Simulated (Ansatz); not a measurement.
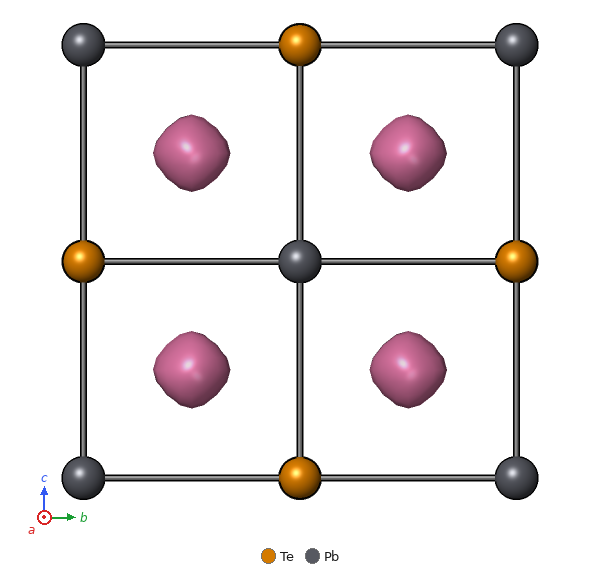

Crystal voids of TePb (Fm-3m): the pink surface encloses the regions where the procrystal electron density, the sum of the densities of spherically averaged neutral Hartree-Fock atoms, is below 0.005 e/bohr³ (1×1×1 cells, view along the a axis). No self-consistent density enters. Pale faces close the region where the drawn box cuts it. From Rb on the atoms have core potentials, so only their outer electrons count. The usual level for crystal voids is 0.002 e/bohr³; this crystal has almost no region below it, so a higher level is used, which marks the interstitial space of lowest density.

The cell is taken from the end point of a relaxation with DFT PBE, scalar-relativistic, plane waves, PAW in Ansatz 0.2.0.

```cif
data_structure
_symmetry_space_group_name_H-M 'Fm-3m'
_symmetry_Int_Tables_number 225
_cell_length_a 6.5721
_cell_length_b 6.5721
_cell_length_c 6.5721
_cell_angle_alpha 90.000
_cell_angle_beta 90.000
_cell_angle_gamma 90.000
_cell_volume 283.87
loop_
_atom_site_label
_atom_site_type_symbol
_atom_site_symmetry_multiplicity
_atom_site_Wyckoff_symbol
_atom_site_fract_x
_atom_site_fract_y
_atom_site_fract_z
_atom_site_occupancy
Te1 Te 4 b 0.50000 0.00000 0.00000 1
Pb1 Pb 4 a 0.00000 0.00000 0.00000 1
```

**What share of the cell is void by this measure?**

The voids take about 2.3 % of the cell (6.6 Å³ of 283.9 Å³) and are bounded by about 33 Å² of surface per cell.

**What shape does the empty space take in three dimensions?**

They are isolated pockets that do not connect across cells.

**How low does the density fall, and where?**

To about 0.004 e/bohr³ near 0.25, 0.25, 0.25 (fractional), 2.8 Å from the nearest nucleus.

**At what density do the voids first join through the crystal?**

At about 0.0074 e/bohr³, as a three-dimensional network.
